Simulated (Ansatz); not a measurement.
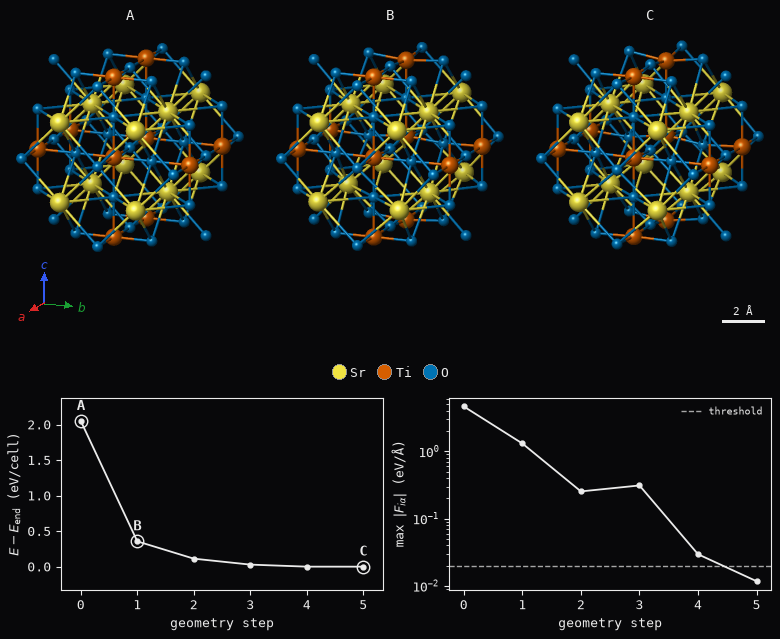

Frames of a relaxation of a defect cell of composition Sr$_{8}$Ti$_{8}$O$_{23}$ (cell charge +2), marked on the history of the run. The picture is a ball-and-stick view of the atoms within 5.8 Å of the atom that moves most (axes of the cell of the calculation, reduced to other axes (origin shifted)), seen slightly off an axis. Lengths and directions refer to the drawn axes.

Case: O on a O site beside a O vacancy, charge +2, atoms relaxed.

All numbers below come from DFT PBE, scalar-relativistic, plane waves, PAW in Ansatz 0.2.0. Settings: plane-wave cutoff 420 eV; k-point mesh 2 × 2 × 2; occupations gaussian; smearing width 0.02 eV; mesh shifted by (0.5, 0.5, 0.5); no spin polarisation; atoms relaxed in a fixed cell; force threshold 0.02 eV/Å; at most 60 steps.

Question: What happens along the run?

Answer: Over 5 geometry steps the energy falls by 2.050 eV per cell of the calculation. The largest force component goes from 4.7 to 0.012 eV/Å. The largest moves, 0.15 Å, are those of O atoms. By element the largest moves are O 0.15 Å, Ti 0.14 Å, Sr 0.10 Å. The lattice vectors keep their values. Some distances before and after: O–Sr 2.783 → 2.938 Å, Sr–Ti 3.409 → 3.563 Å, O–Ti 1.968 → 1.831 Å, O–Sr 2.783 → 2.683 Å. Bond angles that change, for instance: O–Ti–O 180.0° → 163.3°, Ti–O–Ti 180.0° → 168.5°, O–Ti–O 90.0° → 98.3°. From step 0 to 1: Sr atoms move most (0.19 Å), energy −1.694 eV per cell of the calculation. From step 1 to 5: Sr atoms move most (0.10 Å), energy −0.356 eV per cell of the calculation.

```tsv
step	E − E(0), meV/atom	largest force component, eV/Å
0	0.00	4.6545
1	-43.43	1.3114
2	-49.68	0.2541
3	-51.82	0.3116
4	-52.56	0.0295
5	-52.57	0.0117
```

Limits of the set-up: the periodic images lie only 7.9 Å apart, so the values are limited by the cell's size; the cell is charged, on a uniform background, and energies carry no finite-size correction.
